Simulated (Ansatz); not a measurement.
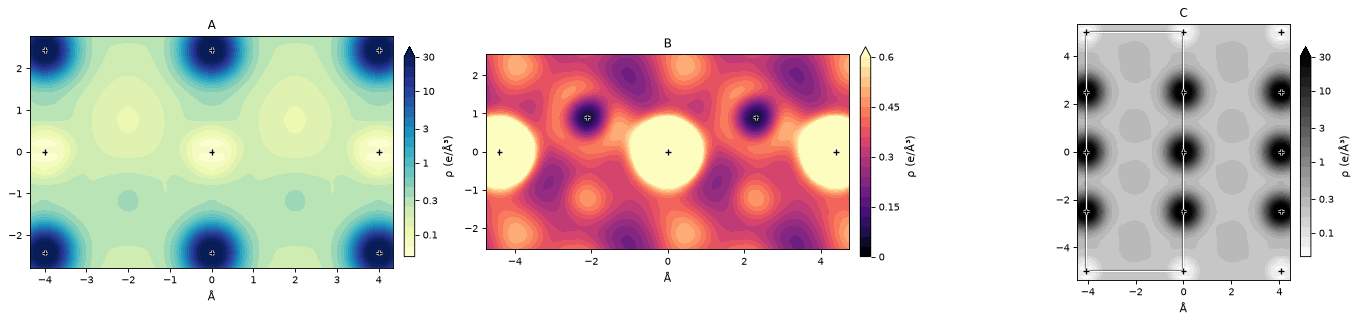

The valence charge density (pseudo) of 3 systems, each on a plane through atoms (crosses mark nuclei in the plane).

All numbers below come from Ansatz 0.2.0, DFT PBEsol, scalar-relativistic, plane waves, PAW.

System 1: FeSi, the (010) plane of the conventional cell. Space group P2₁3; computed without spin polarisation.

System 2: AlCu₃, the (100) plane of the calculation cell. Space group Fm-3m; a structure from a database of computed crystals, not necessarily the ambient phase; computed without spin polarisation.

```xyz
12
Lattice="2.8835 -2.8835 0.0000 2.8835 0.0000 -2.8835 5.7669 5.7669 5.7669" Properties=species:S:1:pos:R:3 pbc="T T T"
Al    5.7669    2.8835    2.8835
Al    5.7669    0.0000    0.0000
Al    0.0000    0.0000    0.0000
Cu    8.6504    2.8834    2.8834
Cu    2.8835    2.8835    2.8835
Cu    2.8835    0.0000    0.0000
Cu    7.2087    1.4417    1.4417
Cu    1.4417    1.4417    1.4417
Cu    7.2087    4.3252    4.3252
Cu    4.3252   -1.4418   -1.4418
Cu    4.3252    4.3252    4.3252
Cu    4.3252    1.4418    1.4418
```

System 3: Al₃Ni₂, the (010) plane of the conventional cell. Space group P-3m1; a structure from a database of computed crystals, not necessarily the ambient phase; computed without spin polarisation.

```cif
data_structure
_symmetry_space_group_name_H-M 'P 1'
_symmetry_Int_Tables_number 1
_cell_length_a 4.0031
_cell_length_b 4.0031
_cell_length_c 4.8595
_cell_angle_alpha 90.000
_cell_angle_beta 90.000
_cell_angle_gamma 120.000
_cell_volume 67.44
loop_
_atom_site_label
_atom_site_type_symbol
_atom_site_fract_x
_atom_site_fract_y
_atom_site_fract_z
_atom_site_occupancy
Al1 Al 0.00000 0.00000 0.00000 1
Al2 Al 0.33333 0.66667 0.64778 1
Al3 Al 0.66667 0.33333 0.35222 1
Ni1 Ni 0.33333 0.66667 0.14557 1
Ni2 Ni 0.66667 0.33333 0.85443 1
```

**Which map belongs to which system?**

Panel A is system 3, Al₃Ni₂: the plane holds Al and Ni. Al–Ni (2.42 Å): ρ at the midpoint is about 0.34 e/Å³. Panel B is system 1, FeSi: the plane holds Fe and Si. Fe–Si (2.47 Å): the density is about 0.38 e/Å³ at the midpoint. Panel C is system 2, AlCu₃: the plane holds Al and Cu. Al–Cu (2.50 Å): ρ at the midpoint is about 0.28 e/Å³.
